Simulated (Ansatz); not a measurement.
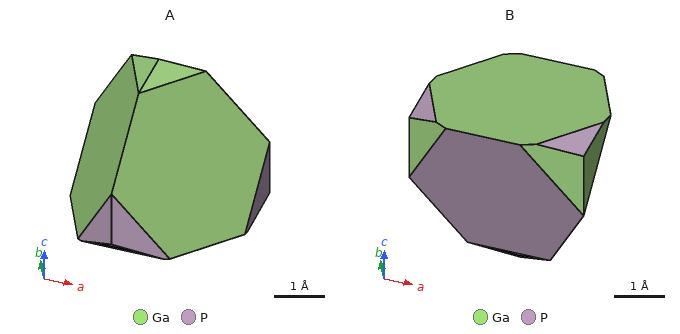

Computed Voronoi cells of the 2 sites of this structure, drawn to one scale and in one orientation; each face has the colour of the neighbour behind it.

GaP, space group R-3m:H (No. 166), a = 3.886 Å, b = 3.886 Å, c = 19.292 Å, α = 90.00°, β = 90.00°, γ = 120.00°

```
site  Wyckoff       x       y       z
  Ga       6c  0.6667  0.3333  0.7687
   P       6c  0.3333  0.6667  0.7241
```

The structure is a calculation's input; it may be strained or unrelaxed.

Q: Which cell belongs to which site?

A: A is P (10 faces above 1 % of the solid angle, 20.2 Å³, mostly facing Ga); B is Ga (10 faces above 1 % of the solid angle, 21.8 Å³, mostly facing P).
